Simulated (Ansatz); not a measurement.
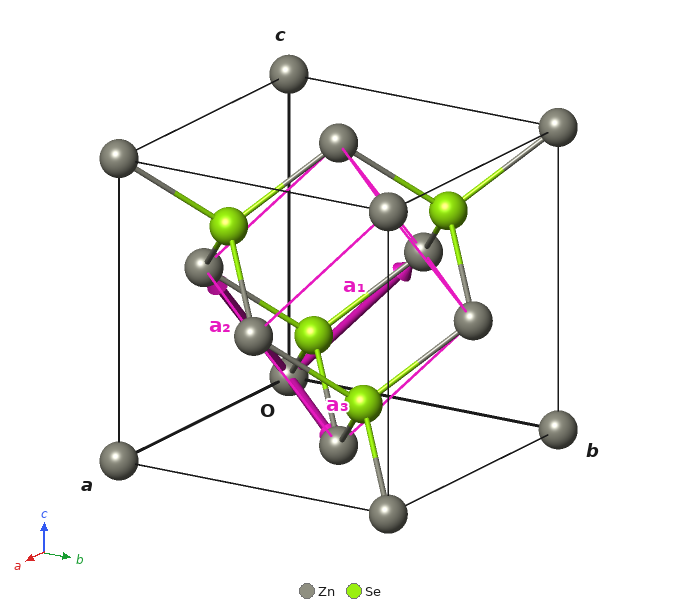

The conventional cell (thin) and a primitive cell (coloured, vectors a₁, a₂, a₃). Crystal: ZnSe, a calculation's input that goes back to an entry of the Crystallography Open Database (an earlier step may have relaxed or displaced it). The drawing is computed from the coordinates (standard cell, symmetry found to 0.002 Å).

a = 5.668 Å, b = 5.668 Å, c = 5.668 Å, α = 90.00°, β = 90.00°, γ = 90.00°.

What is the centring, and how are the primitive vectors built?

F, face-centred cubic, with lattice points at (0, 0, 0), (1/2, 1/2, 0), (1/2, 0, 1/2), (0, 1/2, 1/2). a₁ = 1/2 b + 1/2 c; a₂ = 1/2 a + 1/2 c; a₃ = 1/2 a + 1/2 b.

Give the primitive cell's size and content.

Edges 4.008, 4.008, 4.008 Å; angles 60.00°, 60.00°, 60.00°; volume 45.51 Å³, 1/4 of the conventional cell; 2 of its 8 atoms.
